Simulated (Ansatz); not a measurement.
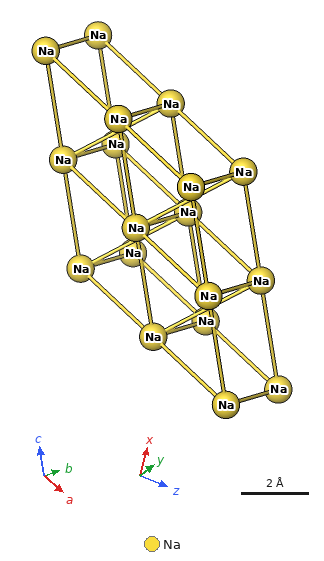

Energy scan for a crystal of Na (Im-3m), in which the ratio of the cell's length along [111] to its lengths across, counted as 1 for the reference, is changed at fixed volume (a trigonal path), with the atoms kept at their fractional coordinates. x, y and z are the Cartesian axes of the input. The picture shows the reference cell. A ball-and-stick model of the cell of the calculation, repeated 2 × 1 × 2 with one cell outlined, seen slightly off an axis.

The calculation used DFT PBE, scalar-relativistic, plane waves, PAW in Ansatz 0.2.0. Set-up: plane-wave cutoff 420 eV; k-point mesh 18 × 18 × 18; occupations gaussian; smearing width 0.15 eV; no spin polarisation. Energies (free energies at the smearing named) are counted from the cell as listed in its source, which wasn't relaxed.

The input:
```yaml
crystal:
  lattice:
    - [-2.1175, 2.1175, 2.1175]
    - [2.1175, -2.1175, 2.1175]
    - [2.1175, 2.1175, -2.1175]
  atoms:
    - { symbol: Na, position: [0.0, 0.0, 0.0] }
basis:
  ecutwfc: 420
kpoints:
  mp_grid: { grid: [18, 18, 18] }
hamiltonian:
  xc: pbe
scf:
  occupations: { method: gaussian, width: 0.15 }
output:
  forces: true
  stress: true
  eigenvalues: true
```

> What energies does the calculation give (the relative ratio: 0.50, 0.60, 0.71, 0.85, 0.93, 1.00, 1.08, 1.20, 1.41, 1.70, 2.00)?

```csv
axial ratio over its reference value,energy change (meV/atom)
0.50,805
0.60,386
0.71,153
0.85,30
0.93,6
1.00,0
1.08,5
1.20,25
1.41,66
1.70,106
2.00,119
```

The lowest computed point lies at the relative ratio 1.00 (0 meV/atom). The distortion takes the space group from Im-3m to R-3m, except for Pm-3m at 2.00. At the relative ratio 2.00 the cell of the drawing goes a 3.668 → 3.361 Å, b 3.668 → 3.361 Å, c 3.668 → 3.361 Å, α 109.5° → 90.0°, β 109.5° → 90.0°, γ 109.5° → 90.0°.
